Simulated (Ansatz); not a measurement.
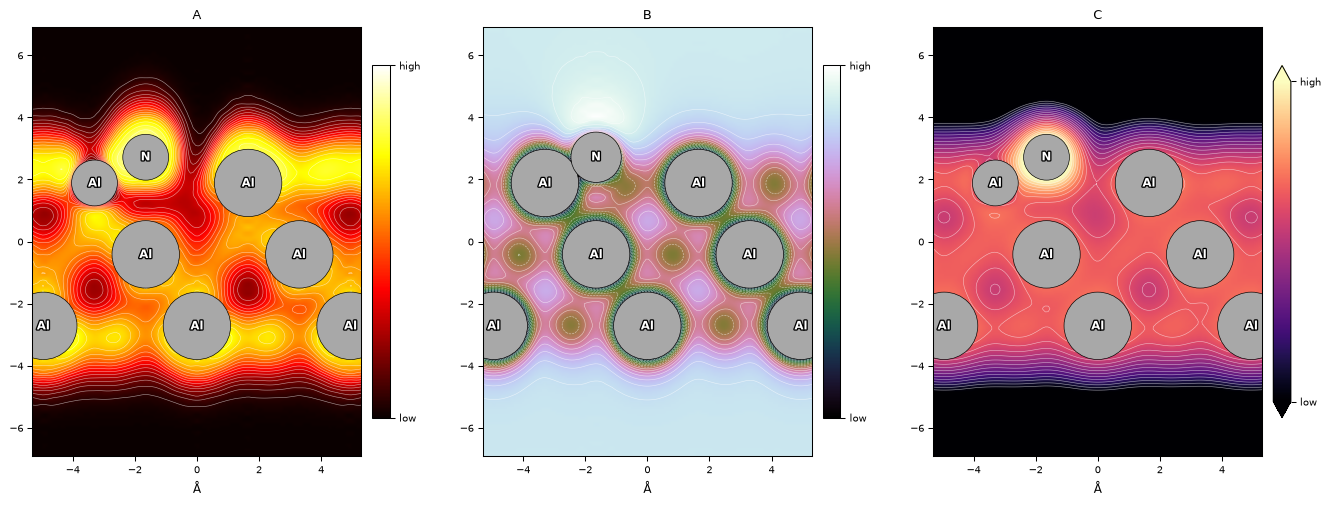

Al12N (slab): 3 fields on the (110) plane of the calculation cell, a cut from vacuum to vacuum, with unlabelled colour scales. Grey discs cover the atomic cores.

Not relaxed (largest force 0.8 eV/Å); computed without spin polarisation.

The calculation used DFT PBE, scalar-relativistic, plane waves, PAW (Ansatz 0.2.0).

Which field does each panel show? The fields are: electron localisation function, electrostatic potential energy of an electron and valence pseudo-density.

Answer. Panel A: electron localisation function. Panel B: electrostatic potential energy of an electron (low next to the atoms, rising into the space between them). Panel C: valence pseudo-density.
